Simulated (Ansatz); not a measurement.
# Sc: 5 runs along one coordinate

System: Sc (I4/mmm, 1 atom in the cell).
Method: DFT PBEsol, scalar-relativistic, plane waves, PAW, no spin polarisation (Ansatz 0.2.0).

The 5 runs differ only in the geometry, by a strain of the cell at fixed fractional positions. Against run 3, the strain is εxx = η and εyy = η. The structure derives from an entry of the Crystallography Open Database.

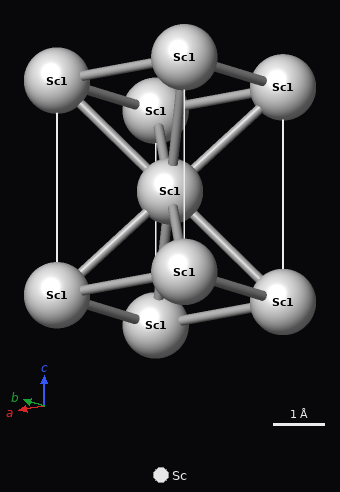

Figure 1. The structure of run 3 (ball-and-stick view of the cell 2 times as large as that of the calculation, set on its symmetry axes, seen at an oblique angle; atoms are numbered from 1 in the order of the input). An atom can appear more than once, as a periodic image.

**Input of run 3**
```yaml
crystal:
  lattice:
    - [0.0, 2.2705, 2.202385]
    - [2.2705, 0.0, 2.202385]
    - [2.2705, 2.2705, 0.0]
  atoms:
    - { symbol: Sc, position: [0.0, 0.0, 0.0] }
basis:
  ecutwfc: 420
kpoints:
  mp_grid: { grid: [18, 18, 18] }
hamiltonian:
  xc: pbesol
scf:
  occupations: { method: gaussian, width: 0.15 }
output:
  forces: true
  stress: true
  eigenvalues: true
```

Command:
```bash
ansatz run input.yaml --threads 1 --pin off --max-ram 2560MiB --backend cpu --events-out ev --progress --plain --runs-dir out
```

Lattice vectors (Å) and fractional positions of run 3:
```
   0.000000    2.270500    2.202385
   2.270500    0.000000    2.202385
   2.270500    2.270500    0.000000
Sc  0.000000  0.000000  0.000000
```

Run 4 differs from it as follows:
```diff
-    - [0.0, 2.2705, 2.202385]
-    - [2.2705, 0.0, 2.202385]
-    - [2.2705, 2.2705, 0.0]
+    - [0.0, 2.3045575, 2.202385]
+    - [2.3045575, 0.0, 2.202385]
+    - [2.3045575, 2.3045575, 0.0]
```

**Results, with one run withheld**

```tsv
run	strain parameter η (%)	free energy per atom, from the lowest run given (meV)	pressure (GPa)
1	−3.0000	34.60	6.26
2	−1.5000	13.40	4.14
3	0.0000	1.02	2.22
4	1.5000	?	?
5	3.0000	0.00	−1.05
```

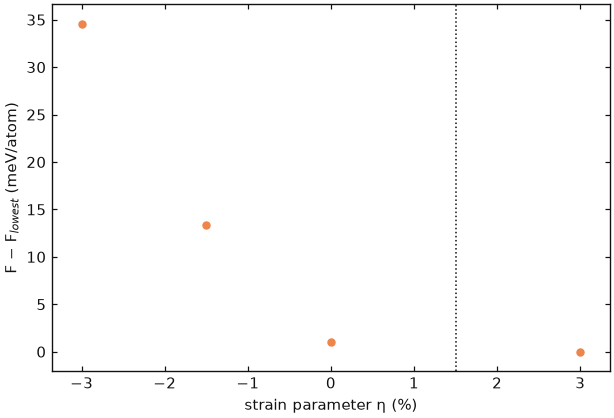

Figure 2. Free energy per atom of the runs given; the dotted line marks run 4.

What should run 4 give?

A quadratic polynomial in the coordinate, fitted to the 4 runs given, misses them by at most 0.20 meV per atom. With x = η + 0.3750, it reads F = 3.2843 − 7.1172 x + 1.8226 x² (meV per atom). At run 4 it gives −3.65 meV per atom, and the run itself gives −3.23. The fit has its minimum at η = 1.5775 %.

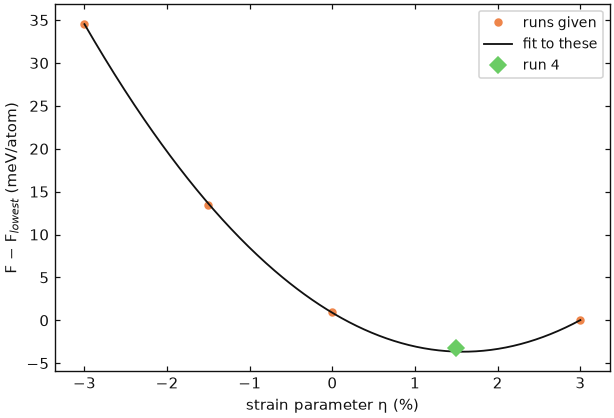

Figure 3. The fit and the withheld run.

**Output, shortened to warnings, some set-up lines, iterations and results (run 4)**
```
Basis set: ecut = 420 eV, 459 PW (Γ), exchange–correlation on 48×48×48 points (8 copies of the dense FFT grid, shifted against one another)
Symmetry: 16 space group operations
k-points: 480 of 5832
Initial density: superposition of atomic densities (neutral atoms: chi_scale 0, normalization atom), corrected by the library's trained network
[...]
SCF iter   1: F=—  HF=-2111.330802 eV  |F-HF|=—  |Δ(HF+E_count)|=         —  Δρ=3.53e-3  dr2=2.10e-3  ethr=1.77e-3  ⟨swp⟩=4.1  Hψ=23969  notcnv=0
SCF iter   2: F=—  HF=-2111.329765 eV  |F-HF|=—  |Δ(HF+E_count)|=   1.04e-3  Δρ=1.46e-3  dr2=3.42e-4  ethr=1.91e-5  ⟨swp⟩=2.0  Hψ=10755  notcnv=0
SCF iter   3: F=—  HF=-2111.329707 eV  |F-HF|=—  |Δ(HF+E_count)|=   5.86e-5  Δρ=2.41e-4  dr2=8.13e-6  ethr=3.10e-6  ⟨swp⟩=2.5  Hψ=7401  notcnv=0
SCF iter   4: F=—  HF=-2111.329712 eV  |F-HF|=—  |Δ(HF+E_count)|=   5.47e-6  Δρ=6.50e-5  dr2=9.03e-7  ethr=7.39e-8  ⟨swp⟩=2.7  Hψ=7516  notcnv=0
SCF iter   5: F=-2111.329712 eV  HF=-2111.329712 eV  |F-HF|=1.73e-10  |Δ(HF+E_count)|=   2.68e-7  Δρ=6.51e-6  dr2=3.93e-9  ethr=8.21e-9  ⟨swp⟩=2.7  Hψ=7625  notcnv=0
SCF iter   6: F=-2111.329712 eV  HF=-2111.329712 eV  |F-HF|=2.27e-12  |Δ(HF+E_count)|=  8.92e-10  Δρ=3.97e-7  dr2=1.22e-11  ethr=3.57e-11  ⟨swp⟩=1.4  Hψ=12765  notcnv=0
SCF 1 converged in 6 iterations: F = -2111.329712 eV  dr2 = 1.22e-11
SCF converged after 6 iterations
Free energy (F): -2111.329712 eV
Harris-Foulkes:  -2111.329712 eV  (|F-HF|=2.27e-12)
Internal energy: -2111.308970 eV  (E = F + TS)
E sigma→0 (E₀):  -2111.319341 eV
Entropy (-TS):   -0.020742 eV (-20.742 meV/atom)
Fermi energy:    9.822124 eV
--- Per-component energies (eV) ---
  E_band       = -160.627065
  E_kinetic    = 260.964149
  E_local      = -822.188741  (includes V_loc(G=0)·N_el)
  E_nonlocal   = 84.768850
  E_hartree    = 280.201315
  E_xc         = -103.201169
  E_vxc        = -128.368621  (∫ρ·V_xc dr)
  E_paw        = -932.209713  (= ΣΔE_a)
  E_vpaw       = -116.205413  (= ΣTr[D̂ρ^β])
  E_aug_tail   = 0.000009  (compensation charges beyond the density's cutoff)
  E_ewald      = -879.772695
  E_core_change = 0.129025  (= ΣΔE_core)
  E_smearing   = -0.020742  (= −TS)
  E_closure    = -0.000000  (closes the sum)
  Σ components = -2111.329712   (vs F -2111.329712, Δ=0.00e0)
--- Forces (eV/Å), atoms counted from 1 ---
  atom   1  Sc    -0.00000000     0.00000000    -0.00000000
  max |Σ_I F_I| component: 4.93e-32 eV/Å
--- Stress (GPa, compression-positive) ---
        0.094064       0.000000       0.000000
        0.000000       0.094064       0.000000
        0.000000       0.000000       1.310136
  P = ⅓ Tr σ = 0.4994 GPa (4.994 kbar)
```
